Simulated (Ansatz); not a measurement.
**Sc: density, localisation and related maps**

Input

```
crystal:
  lattice:
    - [3.3087978973, 0.0, 0.0]
    - [-1.6543989486, 2.865503035, 0.0]
    - [0.0, 0.0, 5.268]
  atoms:
    - { symbol: Sc, position: [0.4118535782, 0.8237071564, 0.25] }
    - { symbol: Sc, position: [0.6666666667, 0.3333333333, 0.75] }
basis:
  ecutwfc: 420
kpoints:
  mp_grid: { grid: [18, 18, 10] }
hamiltonian:
  xc: pbesol
scf:
  occupations: { method: gaussian, width: 0.15 }
output:
  forces: true
  stress: true
  eigenvalues: true
  write_density: true
  write_potential: true
  elf: true
  volumetric_format: npy
```

Launched as:

```sh
ansatz run input.yaml --threads 1 --pin off --max-ram 2560MiB --backend cpu --events-out ev --progress --plain --runs-dir out
```

Below, planes, directions and counts refer to the conventional cell (a = 3.31 Å, b = 5.73 Å, c = 5.27 Å, α = 90.00°, β = 90.00°, γ = 90.00°).

Space group Cmcm; changed on purpose from its base cell (atom 1 (Sc) moved by (+0.000, +0.450) A along x and y); not relaxed (largest force 0.6 eV/Å); computed pressure about −3 GPa in this cell.

The calculation used Ansatz 0.2.0, DFT PBEsol, scalar-relativistic, plane waves, PAW.

In a PAW calculation such maps are meaningful between the atoms, not at the nuclei.

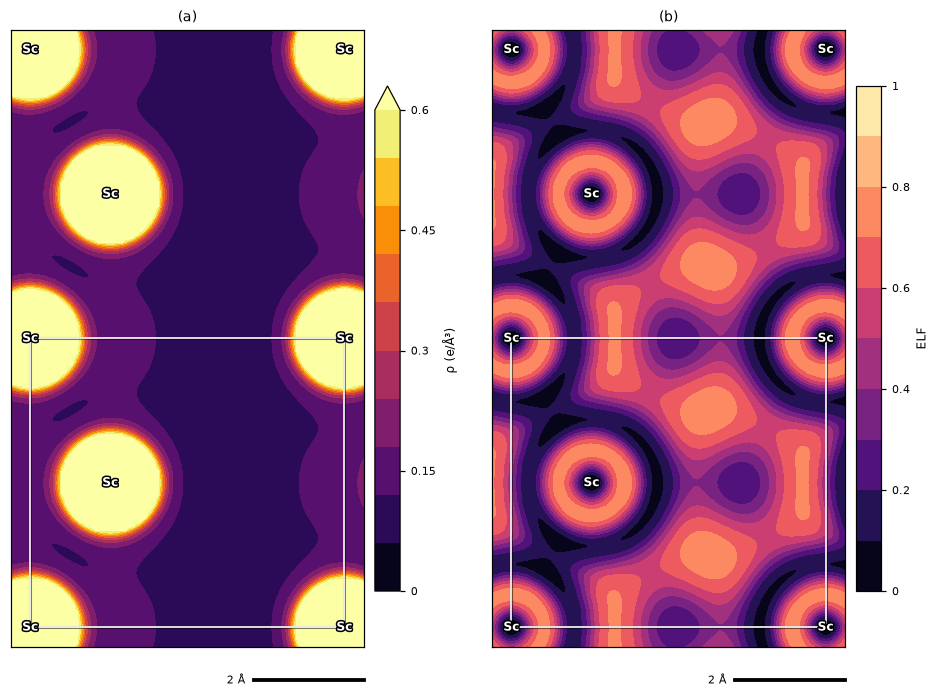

Figure 1. (a) valence charge density (pseudo); (b) electron localisation function on the (100) plane of the conventional cell.

What do the fields say about this system?

The plane passes through Sc nuclei. Sc–Sc (3.01 Å): the density is about 0.12 e/Å³ at the midpoint; the ELF is about 0.10 at the midpoint; no localised pair shows between them. Between the atoms the lowest density in this plane is 0.1 e/Å³. The ELF has a maximum of about 0.75 in the space between the atoms, 2.2 Å from six Sc atoms, on no atom or two-centre bond. The features right at Sc lie inside the PAW spheres, where the map follows smoothed inner orbitals and isn't to be read closely.

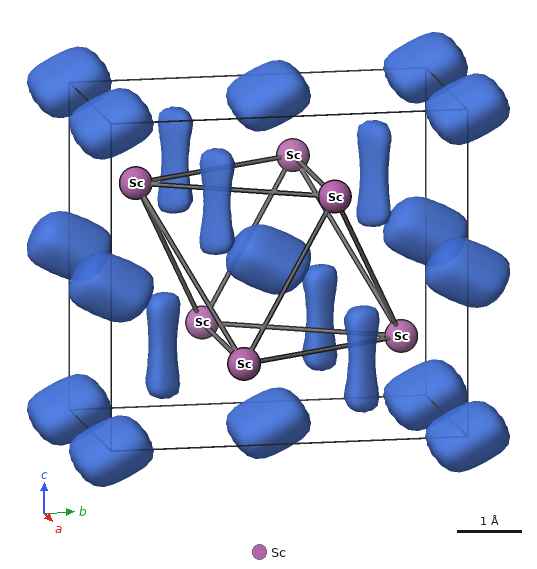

Figure 2. Isosurface of the ELF at 0.65 (blue), seen slightly off an axis. Core shells and regions of very low density are left out. Sticks mark near contacts.

Identify the bonds, lone pairs and shells in this picture.

At this value the surface marks out eight pockets between the atoms, centred on no nucleus (multi-centre or interstitial), counted in one cell of 4 atoms. Regions shared between cells count once. There are no localised bonds or lone pairs at this value.


 Sc–Sc (3.31 Å): the ELF is about 0.30 at the midpoint.

Does the calculation make it a metal, or give it a gap?

It is gapless in this calculation (a metal or semimetal).
